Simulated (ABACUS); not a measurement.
## A series of single points on ZrC

System: ZrC (Fm-3m, 2 atoms in the cell).
Method: Kohn-Sham DFT of a periodic cell, PBEsol, PseudoDojo NC SR 0.4.1 PBEsol standard, no spin polarisation (ABACUS 3.10.1).

The 7 runs differ only in the geometry, by an even scaling of the cell at fixed fractional positions. The structure derives from an entry of the Crystallography Open Database.

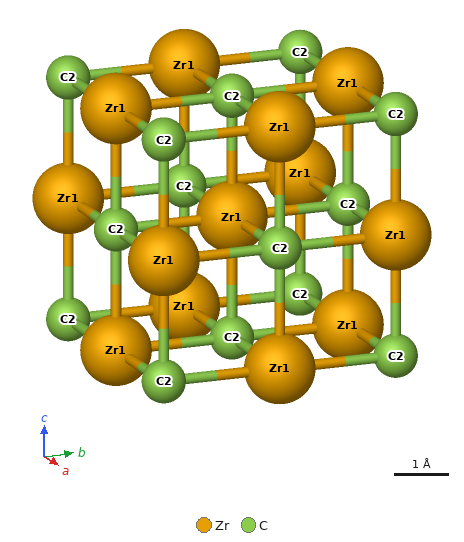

Figure 1. The structure of run 4 (ball-and-stick view of the cell 4 times as large as that of the calculation, set on its symmetry axes, seen slightly off an axis; atoms are numbered from 1 in the order of the input). An atom can appear more than once, as a periodic image.

### Input file of run 4
```
INPUT_PARAMETERS
suffix              ZrC
calculation         scf
basis_type          pw
pseudo_dir          ./
symmetry            1
dft_functional      pbesol
ecutwfc             82
pseudo_rcut         7
nspin               1
nbands              12
ks_solver           dav
smearing_method     fd
smearing_sigma      0.00367493
scf_thr             1e-08
scf_nmax            100
mixing_type         broyden
mixing_beta         0.7
cal_force           1
cal_stress          1
kpar                4
```

### File STRU of run 4
```
ATOMIC_SPECIES
Zr 91.2240 Zr.upf
C 12.0110 C.upf

LATTICE_CONSTANT
1.8897261246

LATTICE_VECTORS
0.0000000000 2.3650000000 2.3650000000
2.3650000000 0.0000000000 2.3650000000
2.3650000000 2.3650000000 0.0000000000

ATOMIC_POSITIONS
Direct

Zr
0.0
1
0.5000000000 0.5000000000 0.5000000000 1 1 1

C
0.0
1
0.0000000000 0.0000000000 0.0000000000 1 1 1
```

### File KPT of run 4
```
K_POINTS
0
Gamma
10 10 10 0 0 0
```

Command:
```bash
OMP_NUM_THREADS=1 mpirun -np 4 abacus > log
```

Run 2 differs from it as follows:
```diff
-0.0000000000 2.3650000000 2.3650000000
-2.3650000000 0.0000000000 2.3650000000
-2.3650000000 2.3650000000 0.0000000000
+0.0000000000 2.3330366223 2.3330366223
+2.3330366223 0.0000000000 2.3330366223
+2.3330366223 2.3330366223 0.0000000000
```

### Results, with one run withheld

| run | volume per atom (Å³) | free energy per atom, from the lowest run given (meV) | pressure (GPa) |
| --- | --- | --- | --- |
| 1 | 12.434 | 2.68 | 5.90 |
| 2 | 12.699 | ? | ? |
| 3 | 12.963 | 0.00 | −4.05 |
| 4 | 13.228 | 10.16 | −8.29 |
| 5 | 13.493 | 26.97 | −12.11 |
| 6 | 13.757 | 49.79 | −15.56 |
| 7 | 14.022 | 78.00 | −18.66 |

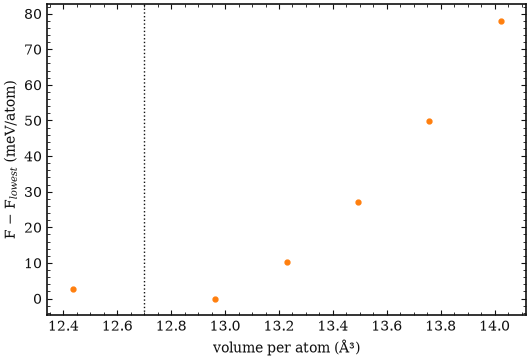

Figure 2. Free energy per atom of the runs given; the dotted line marks run 2.

Fit the runs given and predict run 2.

A cubic polynomial in V^(−2/3) (the Birch–Murnaghan form), fitted to the 6 runs given, misses them by at most 0.03 meV per atom. With x = V^(−2/3) − 0.17815 Å⁻², it reads F = 14.049 − 6500.5 x + 6.2455e+05 x² + 98140 x³ (meV per atom). At run 2 it gives −2.77 meV per atom, and the run itself gives −2.76. The slope of the fit gives a pressure −dF/dV of 0.72 GPa there, and the run prints 0.66 GPa. The two needn't agree exactly: the fit is approximate, and the printed stress is taken on a finite basis. The fit has its minimum at 12.738 Å³ per atom, where V d²F/dV² gives 235 GPa: the bulk modulus at this level, since symmetry fixes the shape and the positions.

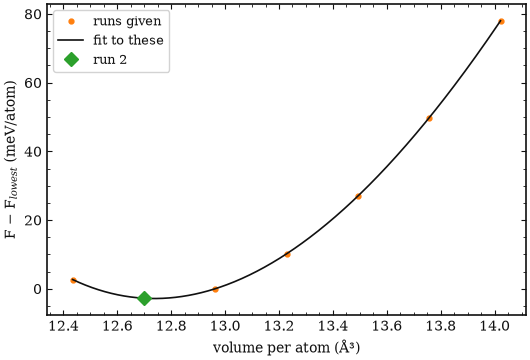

Figure 3. The fit and the withheld run.

### Some lines of the output (run 2)
```
[...]
                             Volume (A^3) = 25.3977
 E_Fermi        1.0392191948         14.1393025201
 E_Fermi        1.1675097231         15.8847847044
 E_Fermi        1.1245570539         15.3003836586
 E_Fermi        1.1188520248         15.2227627556
 E_Fermi        1.1204212253         15.2441128244
 E_Fermi        1.1208485784         15.2499272608
 E_Fermi        1.1206954108         15.2478433098
 E_KS(sigma->0) -113.3404021789      -1542.0752832448
 E_Fermi        1.1207220520         15.2482057813
 final etot is -1542.0765356 eV
 EFERMI = 15.248205781 eV
 TOTAL-PRESSURE: 6.628140 KBAR
 !FINAL_ETOT_IS -1542.0765355897171958 eV
```
